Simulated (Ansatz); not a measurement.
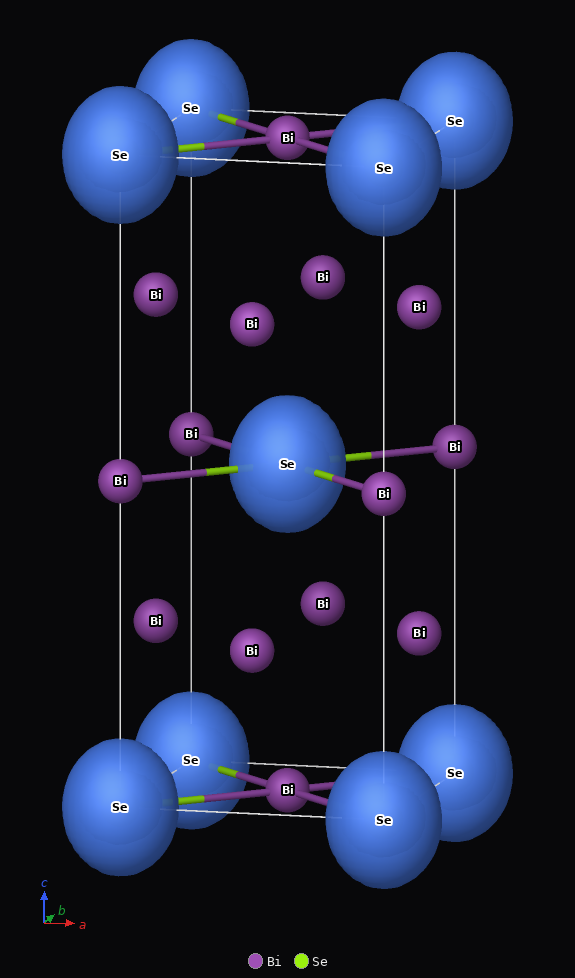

The picture shows: Bi3Se. Isosurface of the electron localisation function at 0.75 (blue), seen slightly off an axis. Only the valence region is drawn (cores and ρ < 0.01 e/Å³ removed). Sticks mark near contacts.

Space group I4/mmm; started from the TiAl3 (D0_22)_139 prototype, which need not be the ambient phase; computed without spin polarisation.

Method: DFT PBE, scalar-relativistic, plane waves, PAW in Ansatz.

Core electrons are frozen (PAW), and the valence fields are smoothed inside the atomic spheres.

**Where are the electrons localised?**

The ELF exceeds this value in two regions wrapped around Se (the valence shell of each), counted in one cell of 8 atoms. Regions shared between cells count once.

Values along the shortest contacts:
Bi–Se (3.25 Å): the ELF is about 0.30 at the midpoint (no shared electron pair shows on this line).

**Does the calculation make it a metal, or give it a gap?**

It is gapless in this calculation (a metal or semimetal).
